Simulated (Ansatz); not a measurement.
## Electronic structure of NaCl in real space

Input

```
crystal:
  lattice:
    - [3.459545789, 0.0631367106, 0.0]
    - [0.0631367106, 3.459545789, 0.0]
    - [0.0, 0.0, 3.459545789]
  atoms:
    - { symbol: Na, position: [0.0, 0.0, 0.0] }
    - { symbol: Cl, position: [0.5, 0.5, 0.5] }
kpoints:
  mp_grid: { grid: [8, 8, 8] }
  band_path:
    path: [[0.0, 0.0, 0.0], [0.0, 0.5, 0.0], [0.5, 0.5, 0.0], [0.5, 0.5, 0.5]]
    npoints: 1
hamiltonian:
  xc: r2scan
scf:
  occupations: { method: fixed }
  n_extra_bands: 4
output:
  forces: true
  stress: true
  eigenvalues: true
  write_density: true
  write_potential: true
  elf: true
  volumetric_format: npy
```

Run with:

```sh
ansatz run input.yaml --threads 4 --pin off --max-ram 3686MiB --backend cpu --events-out ev --progress --plain --runs-dir out
```

Below, planes, directions and counts refer to the conventional cell (a = 4.80 Å, b = 4.98 Å, c = 3.46 Å, α = 90.00°, β = 90.00°, γ = 90.00°).

Space group Cmmm; started from the CsCl prototype, which need not be the ambient phase; changed on purpose from its base cell (shear xy strain +3.6%).

Method: Ansatz, DFT, r2SCAN, plane waves, PAW.

In a PAW calculation such maps are meaningful between the atoms, not at the nuclei.

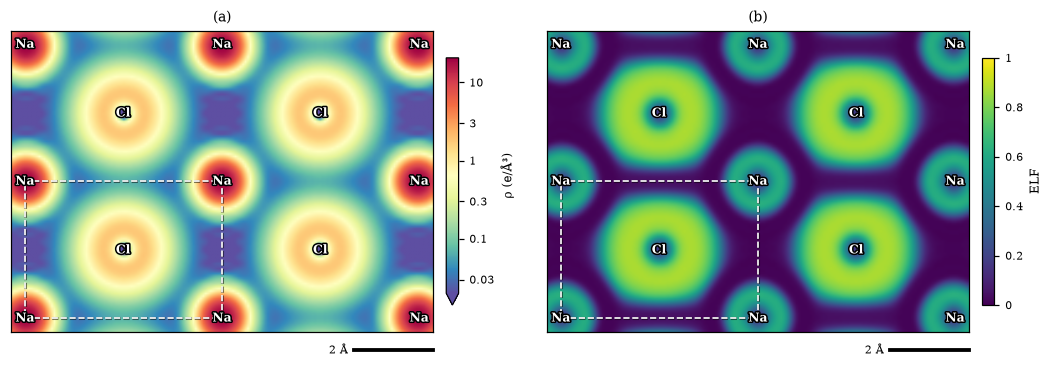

Figure 1. (a) valence electron density; (b) ELF on the (100) plane of the conventional cell.

Interpret the plot.

- Atoms in the plane: Na and Cl.
- Na–Cl (3.03 Å): the density is about 0.09 e/Å³ at the midpoint, with its minimum of 0.05 e/Å³ about 1.2 Å from Na; the ELF peaks at about 0.90 in the valence shell of Cl, 0.8 Å from its nucleus, and is about 0.40 at the midpoint: a closed-shell, largely ionic contact.
- Between the atoms the lowest density in this plane is 0.01 e/Å³.
- The features right at Na lie inside the PAW spheres, where the map follows smoothed inner orbitals and isn't to be read closely.

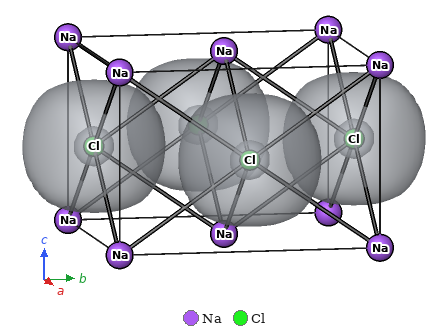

Figure 2. Isosurface of the electron localisation function at 0.65 (grey), seen slightly off an axis. Only the valence region is drawn (cores and ρ < 0.01 e/Å³ removed). Sticks mark near contacts.

What do the ELF domains correspond to?

The surface consists of two regions wrapped around Cl (the valence shell of each), counted in one cell of 4 atoms. Regions shared between cells count once.


Na–Cl (2.96 Å): the ELF peaks at about 0.90 in the valence shell of Cl, 0.8 Å from its nucleus, and falls to about 0 next to Na; a largely ionic contact.

Metal or insulator at this level of theory?

It is gapped, with a Kohn–Sham gap of 4.9 eV on the k-point mesh, an upper bound to the gap of this method.
